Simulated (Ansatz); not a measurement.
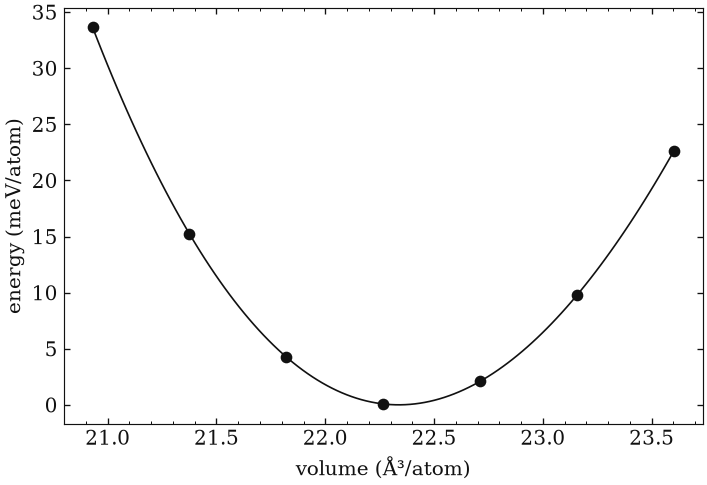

The plot gives the computed energy against volume for C, space group P6/mmm (No. 191).

Cell as given: a = 2.456 Å, b = 2.456 Å, c = 8.524 Å, α = 90.00°, β = 90.00°, γ = 120.00°; 2 atoms.

Computed with Ansatz 0.2.0: all-electron LAPW DFT, no spin polarisation; energies at scaled volumes of the given cell, shape and fractions fixed, counted from the fit's minimum, third-order Birch-Murnaghan fit. Level: PBEsol.

k mesh 12×12×3; occupations Fermi–Dirac; smearing width 0.05 eV; potentials all electron LAPW, scalar relativistic; program settings basis error eV/atom 0.001.

This calculation gives: equilibrium volume 22.34 Å³/atom and bulk modulus 110 GPa.

Now the level changes from PBEsol to LDA. How do these quantities change?

The equilibrium volume falls from 22.34 to 21.96 Å³/atom (−1.7 %) and the bulk modulus rises from 110 to 114 GPa (+3.6 %).

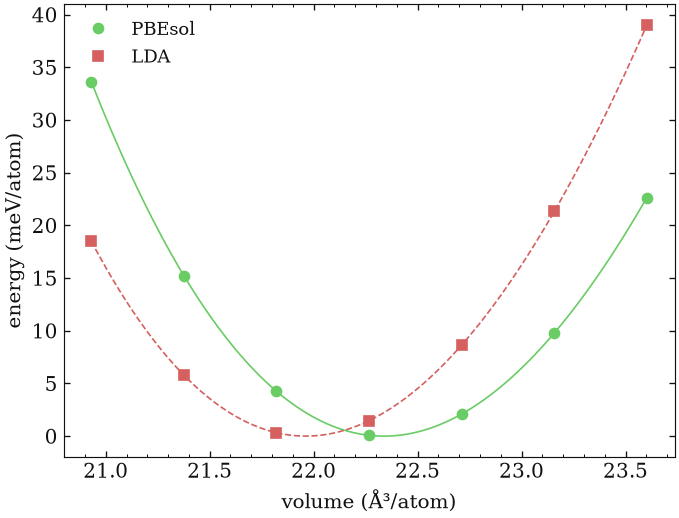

The two results together.

For both, limits of the calculation: shape and atomic fractions are frozen while scaling, which makes layered, chain and framework solids too stiff.

V0 and the bulk modulus come from third-order Birch–Murnaghan fits.
